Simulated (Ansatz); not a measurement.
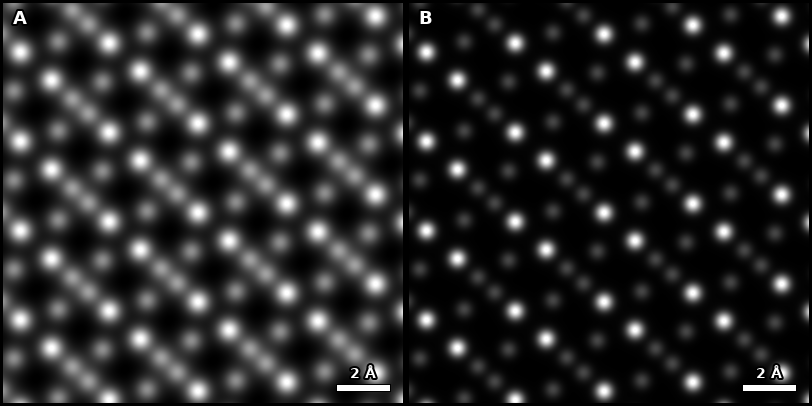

Two simulated images of the same area of PtSe2 (P4/nmm, No. 129) along [111], with a probe of 0.52 Å. One is incoherent Z contrast (Z^1.6 per atom), the other the projected potential of neutral atoms blurred by the probe (iDPC-like, thin sample). Brightness is counted from the darkest point of the image. Atomic positions: the geometry relaxed with Ansatz 0.2.0, DFT PBE, scalar-relativistic, plane waves, PAW; the starting structure was generated, so it need not be a known form of this composition.

Which panel is which, and how can one tell?

Answer. B is the Z-contrast image and A the potential image. The columns of 1 Se per repeat reach about 27 % of the brightest peak (1 Pt) in B but about 58 % in A, mainly since the potential grows much more slowly with atomic number.
